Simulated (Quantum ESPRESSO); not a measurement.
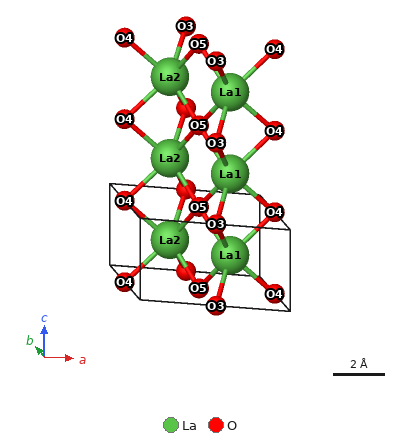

Fig. 1: The structure as given in the input (ball-and-stick view of the cell of the calculation, repeated 1 × 1 × 3, seen slightly off an axis; atoms are numbered from 1 in the order of the input). Near neighbours in the crystal (not all of them lie inside the picture): La has 6 O at 2.45 Å; O has 4 La at 2.45 Å.

**Run report: La2O3, band-structure run (part 1 of 2)**

La2O3 (P-62m, 5 atoms in the cell), computed with Kohn-Sham DFT of a periodic cell, PBE, SSSP 1.3 efficiency PBE, no spin polarisation (Quantum ESPRESSO 7.5).

The structure derives from a Materials Project entry. The run did not end well.

### Output
```
This program is part of the open-source Quantum ESPRESSO suite
     for quantum simulation of materials; please cite
         "P. Giannozzi et al., J. Phys.:Condens. Matter 21 395502 (2009);
         "P. Giannozzi et al., J. Phys.:Condens. Matter 29 465901 (2017);
         "P. Giannozzi et al., J. Chem. Phys. 152 154105 (2020);
          URL
     in publications or presentations arising from this work. More details at

     file La.paw.z_11.atompaw.wentzcovitch.v1.2.upf: wavefunction(s)  6S 0P 5D 0D 4F 0F renormalized
     file O.pbe-n-kjpaw_psl.0.1.UPF: wavefunction(s)  2P renormalized
     Message from routine setup:
     using ibrav=0 with symmetry is DISCOURAGED, use correct ibrav instead

     K-points division:     npool     =       2
     Subspace diagonalization in iterative solution of the eigenvalue problem:
     a serial algorithm will be used

     G-vector sticks info
     --------------------
     sticks:   dense  smooth     PW     G-vecs:    dense   smooth      PW
     Sum        4267    2107    625               118151    41759    6507

     Using Slab Decomposition

     bravais-lattice index     =            0
     lattice parameter (alat)  =       8.0000  a.u.
     unit-cell volume          =     757.3547 (a.u.)^3
     number of atoms/cell      =            5
     number of atomic types    =            2
     number of electrons       =        40.00
     number of Kohn-Sham states=           28
     kinetic-energy cutoff     =      55.0000  Ry
     charge density cutoff     =     440.0000  Ry
     scf convergence threshold =      1.0E-09
     mixing beta               =       0.5000
     number of iterations used =            8  plain     mixing
     Exchange-correlation= SLA  PW   PBX  PBC
                           (   1   4   3   4   0   0   0)

     celldm(1)=   8.000000  celldm(2)=   0.000000  celldm(3)=   0.000000
     celldm(4)=   0.000000  celldm(5)=   0.000000  celldm(6)=   0.000000

     crystal axes: (cart. coord. in units of alat)
               a(1) = (   1.480312   0.000000   0.000000 )
               a(2) = (  -0.740156   1.281988   0.000000 )
               a(3) = (   0.000000   0.000000   0.779457 )

     reciprocal axes: (cart. coord. in units 2 pi/alat)
               b(1) = (  0.675533  0.390019 -0.000000 )
               b(2) = (  0.000000  0.780038  0.000000 )
               b(3) = (  0.000000 -0.000000  1.282945 )

     PseudoPot. # 1 for La read from file:
     La.paw.z_11.atompaw.wentzcovitch.v1.2.upf
     Pseudo is Projector augmented-wave + core cor, Zval = 11.0
     Generated using ATOMPAW code
     Shape of augmentation charge: BESSEL
     Using radial grid of 1101 points,  8 beta functions with:
                l(1) =   0
                l(2) =   0
                l(3) =   1
                l(4) =   1
                l(5) =   2
                l(6) =   2
                l(7) =   3
                l(8) =   3
     Q(r) pseudized with 0 coefficients

     PseudoPot. # 2 for O  read from file:
     O.pbe-n-kjpaw_psl.0.1.UPF
     Pseudo is Projector augmented-wave + core cor, Zval =  6.0
     Generated using "atomic" code by A. Dal Corso  v.5.0.99 svn rev. 10869
     Shape of augmentation charge: BESSEL
     Using radial grid of 1095 points,  4 beta functions with:
                l(1) =   0
                l(2) =   0
                l(3) =   1
                l(4) =   1
     Q(r) pseudized with 0 coefficients

     atomic species   valence    mass     pseudopotential
     La               11.00   138.90550     La( 1.00)
     O                 6.00    15.99900     O ( 1.00)

     12 Sym. Ops. (no inversion) found

   Cartesian axes

     site n.     atom                  positions (alat units)
         1        La     tau(   1) = (   0.7401562   0.4273294   0.3897284  )
         2        La     tau(   2) = (  -0.0000000   0.8546587   0.3897284  )
         3        O      tau(   3) = (   0.7520194   0.0000000   0.0000000  )
         4        O      tau(   4) = (  -0.3760097   0.6512679   0.0000000  )
         5        O      tau(   5) = (   0.3641465   0.6307202   0.0000000  )

     number of k points=    25  Fermi-Dirac smearing, width (Ry)=  0.0037
                       cart. coord. in units 2pi/alat
        k(    1) = (   0.0000000   0.0000000   0.0000000), wk =   0.0100000
        k(    2) = (   0.0000000   0.0000000   0.1603681), wk =   0.0200000
        k(    3) = (   0.0000000   0.0000000   0.3207362), wk =   0.0200000
        k(    4) = (   0.0000000   0.0000000   0.4811043), wk =   0.0200000
        k(    5) = (   0.0000000   0.0000000  -0.6414724), wk =   0.0100000
        k(    6) = (   0.0000000   0.1560077   0.0000000), wk =   0.0600000
        k(    7) = (   0.0000000   0.1560077   0.1603681), wk =   0.1200000
        k(    8) = (   0.0000000   0.1560077   0.3207362), wk =   0.1200000
        k(    9) = (   0.0000000   0.1560077   0.4811043), wk =   0.1200000
        k(   10) = (   0.0000000   0.1560077  -0.6414724), wk =   0.0600000
        k(   11) = (   0.0000000   0.3120154   0.0000000), wk =   0.0600000
        k(   12) = (   0.0000000   0.3120154   0.1603681), wk =   0.1200000
        k(   13) = (   0.0000000   0.3120154   0.3207362), wk =   0.1200000
        k(   14) = (   0.0000000   0.3120154   0.4811043), wk =   0.1200000
        k(   15) = (   0.0000000   0.3120154  -0.6414724), wk =   0.0600000
        k(   16) = (   0.1351066   0.2340115   0.0000000), wk =   0.0600000
        k(   17) = (   0.1351066   0.2340115   0.1603681), wk =   0.1200000
        k(   18) = (   0.1351066   0.2340115   0.3207362), wk =   0.1200000
        k(   19) = (   0.1351066   0.2340115   0.4811043), wk =   0.1200000
        k(   20) = (   0.1351066   0.2340115  -0.6414724), wk =   0.0600000
        k(   21) = (   0.1351066   0.3900192   0.0000000), wk =   0.0600000
        k(   22) = (   0.1351066   0.3900192   0.1603681), wk =   0.1200000
        k(   23) = (   0.1351066   0.3900192   0.3207362), wk =   0.1200000
        k(   24) = (   0.1351066   0.3900192   0.4811043), wk =   0.1200000
        k(   25) = (   0.1351066   0.3900192  -0.6414724), wk =   0.0600000

     Dense  grid:   118151 G-vectors     FFT dimensions: (  80,  80,  45)

     Smooth grid:    41759 G-vectors     FFT dimensions: (  60,  60,  30)

     Initial potential from superposition of free atoms

     starting charge      39.9829, renormalised to      40.0000

     negative rho (up, down):  1.350E-04 0.000E+00
     Starting wfcs are   76 randomized atomic wfcs
     Checking if some PAW data can be deallocated...

     Self-consistent Calculation

     iteration #  1     ecut=    55.00 Ry     beta= 0.50
     Davidson diagonalization with overlap
     ethr =  1.00E-02,  avg # of iterations =  1.3

     negative rho (up, down):  3.553E-04 0.000E+00

     total energy              =   -1041.40829503 Ry
     estimated scf accuracy    <       1.97238965 Ry

     iteration #  2     ecut=    55.00 Ry     beta= 0.50
     Davidson diagonalization with overlap
     ethr =  4.93E-03,  avg # of iterations =  4.8

     total energy              =   -1041.87612487 Ry
     estimated scf accuracy    <       1.55419199 Ry

     iteration #  3     ecut=    55.00 Ry     beta= 0.50
     Davidson diagonalization with overlap
     ethr =  3.89E-03,  avg # of iterations =  2.9

     negative rho (up, down):  1.179E-05 0.000E+00

     total energy              =   -1042.06781430 Ry
     estimated scf accuracy    <       0.11585213 Ry

     iteration #  4     ecut=    55.00 Ry     beta= 0.50
     Davidson diagonalization with overlap
     ethr =  2.90E-04,  avg # of iterations =  8.6

     negative rho (up, down):  1.262E-04 0.000E+00

     total energy              =   -1042.13940000 Ry
     estimated scf accuracy    <       0.24606611 Ry

     iteration #  5     ecut=    55.00 Ry     beta= 0.50
     Davidson diagonalization with overlap
     ethr =  2.90E-04,  avg # of iterations =  4.1

     negative rho (up, down):  2.794E-04 0.000E+00

     total energy              =   -1042.19418853 Ry
     estimated scf accuracy    <       0.00341233 Ry

     iteration #  6     ecut=    55.00 Ry     beta= 0.50
     Davidson diagonalization with overlap
     c_bands:  2 eigenvalues not converged
     c_bands:  2 eigenvalues not converged
     c_bands:  1 eigenvalues not converged
     ethr =  8.53E-06,  avg # of iterations = 16.6

     negative rho (up, down):  2.666E-04 0.000E+00

     total energy              =   -1042.18468877 Ry
     estimated scf accuracy    <       0.05987169 Ry

     iteration #  7     ecut=    55.00 Ry     beta= 0.50
     Davidson diagonalization with overlap
     ethr =  8.53E-06,  avg # of iterations =  9.0

     negative rho (up, down):  2.739E-04 0.000E+00

     total energy              =   -1042.19230833 Ry
     estimated scf accuracy    <       0.00091668 Ry

     iteration #  8     ecut=    55.00 Ry     beta= 0.50
     Davidson diagonalization with overlap
     c_bands:  2 eigenvalues not converged
     c_bands:  1 eigenvalues not converged
     c_bands:  2 eigenvalues not converged
     ethr =  2.29E-06,  avg # of iterations = 14.9

     negative rho (up, down):  2.898E-04 0.000E+00

     total energy              =   -1042.19285267 Ry
     estimated scf accuracy    <       0.00165045 Ry

     iteration #  9     ecut=    55.00 Ry     beta= 0.50
     Davidson diagonalization with overlap
     c_bands:  1 eigenvalues not converged
     ethr =  2.29E-06,  avg # of iterations =  3.8

     negative rho (up, down):  2.969E-04 0.000E+00

     total energy              =   -1042.19288190 Ry
     estimated scf accuracy    <       0.00041148 Ry

     iteration # 10     ecut=    55.00 Ry     beta= 0.50
     Davidson diagonalization with overlap
     ethr =  1.03E-06,  avg # of iterations =  3.5

     negative rho (up, down):  3.027E-04 0.000E+00

     total energy              =   -1042.19290318 Ry
     estimated scf accuracy    <       0.00011508 Ry

     iteration # 11     ecut=    55.00 Ry     beta= 0.50
     Davidson diagonalization with overlap
     ethr =  2.88E-07,  avg # of iterations =  5.3

     negative rho (up, down):  3.067E-04 0.000E+00

     total energy              =   -1042.19297461 Ry
     estimated scf accuracy    <       0.00001043 Ry

     iteration # 12     ecut=    55.00 Ry     beta= 0.50
     Davidson diagonalization with overlap
     ethr =  2.61E-08,  avg # of iterations =  5.3

     negative rho (up, down):  3.050E-04 0.000E+00

     total energy              =   -1042.19297612 Ry
     estimated scf accuracy    <       0.00002896 Ry

     iteration # 13     ecut=    55.00 Ry     beta= 0.50
     Davidson diagonalization with overlap
     ethr =  2.61E-08,  avg # of iterations =  1.1

     negative rho (up, down):  3.028E-04 0.000E+00

     total energy              =   -1042.19297029 Ry
     estimated scf accuracy    <       0.00002208 Ry

     iteration # 14     ecut=    55.00 Ry     beta= 0.50
     Davidson diagonalization with overlap
     ethr =  2.61E-08,  avg # of iterations =  2.1

     negative rho (up, down):  3.024E-04 0.000E+00

     total energy              =   -1042.19297121 Ry
     estimated scf accuracy    <       0.00000614 Ry

     iteration # 15     ecut=    55.00 Ry     beta= 0.50
     Davidson diagonalization with overlap
     ethr =  1.54E-08,  avg # of iterations =  3.0

     negative rho (up, down):  3.023E-04 0.000E+00

     total energy              =   -1042.19297123 Ry
     estimated scf accuracy    <       0.00000322 Ry

     iteration # 16     ecut=    55.00 Ry     beta= 0.50
     Davidson diagonalization with overlap
     ethr =  8.05E-09,  avg # of iterations =  4.0

     negative rho (up, down):  3.022E-04 0.000E+00

     total energy              =   -1042.19297185 Ry
     estimated scf accuracy    <       0.00000043 Ry

     iteration # 17     ecut=    55.00 Ry     beta= 0.50
     Davidson diagonalization with overlap
     ethr =  1.07E-09,  avg # of iterations =  5.4

     negative rho (up, down):  3.022E-04 0.000E+00

     total energy              =   -1042.19297210 Ry
     estimated scf accuracy    <          1.6E-09 Ry

     iteration # 18     ecut=    55.00 Ry     beta= 0.50
     Davidson diagonalization with overlap
     ethr =  4.01E-12,  avg # of iterations =  9.6

     negative rho (up, down):  3.024E-04 0.000E+00

     total energy              =   -1042.19297211 Ry
     estimated scf accuracy    <       0.00000001 Ry

     iteration # 19     ecut=    55.00 Ry     beta= 0.50
     Davidson diagonalization with overlap
     ethr =  4.01E-12,  avg # of iterations =  2.0

     negative rho (up, down):  3.024E-04 0.000E+00

     total energy              =   -1042.19297211 Ry
     estimated scf accuracy    <          9.5E-09 Ry

     iteration # 20     ecut=    55.00 Ry     beta= 0.50
     Davidson diagonalization with overlap
     ethr =  4.01E-12,  avg # of iterations =  5.5

     negative rho (up, down):  3.023E-04 0.000E+00

     End of self-consistent calculation

          k = 0.0000 0.0000 0.0000 (  5223 PWs)   bands (ev):

   -24.3409 -24.1156 -11.2946 -11.2946  -9.6644  -7.8644  -7.8644  -7.1694
    -6.8033  -6.1016  -6.1016   2.9301   3.9595   3.9595   4.2682   4.2682
     5.2026   5.2026   5.4917   5.7031   7.7391   9.6963  10.2237  10.2237
    10.9926  11.0333  11.0333  11.0438

          k = 0.0000 0.0000 0.1604 (  5205 PWs)   bands (ev):

   -24.2943 -24.0765 -11.1625 -11.1625 -10.1389  -7.8045  -7.8045  -7.2234
    -6.8291  -6.3573  -6.3573   3.5159   4.0535   4.0535   4.3139   4.3139
     4.9022   4.9022   5.3194   5.5435   8.1536   9.9160  10.3412  10.3412
    10.9386  10.9815  10.9816  11.0924

          k = 0.0000 0.0000 0.3207 (  5181 PWs)   bands (ev):

   -24.1783 -23.9799 -11.0122 -10.7834 -10.7834  -8.0986  -7.6540  -7.6540
    -7.0205  -7.0205  -6.2610   3.9775   3.9775   4.3073   4.3073   4.5360
     4.7040   4.7040   4.7660   5.6730   9.0909  10.3362  10.5597  10.5598
    10.8008  10.8242  10.8572  10.8572

          k = 0.0000 0.0000 0.4811 (  5162 PWs)   bands (ev):

   -24.0569 -23.8798 -11.7172 -10.2351 -10.2351  -8.8455  -7.8370  -7.8370
    -7.4925  -7.4925  -5.8360   3.3407   3.3407   3.8603   4.5864   4.5864
     4.9133   4.9133   5.8109   5.8270  10.0077  10.5820  10.6515  10.6951
    10.6951  10.7002  10.7002  10.7229

          k = 0.0000 0.0000-0.6415 (  5246 PWs)   bands (ev):

   -24.0048 -23.8373 -11.9819  -9.8654  -9.8654  -9.1288  -8.3125  -8.3125
    -7.4234  -7.4234  -5.6801   3.0798   3.0798   3.5991   4.7155   4.7155
     5.0213   5.0213   5.8710   6.2138  10.4951  10.5311  10.5863  10.6093
    10.6093  10.7181  10.7210  10.7210

          k = 0.0000 0.1560 0.0000 (  5214 PWs)   bands (ev):
```
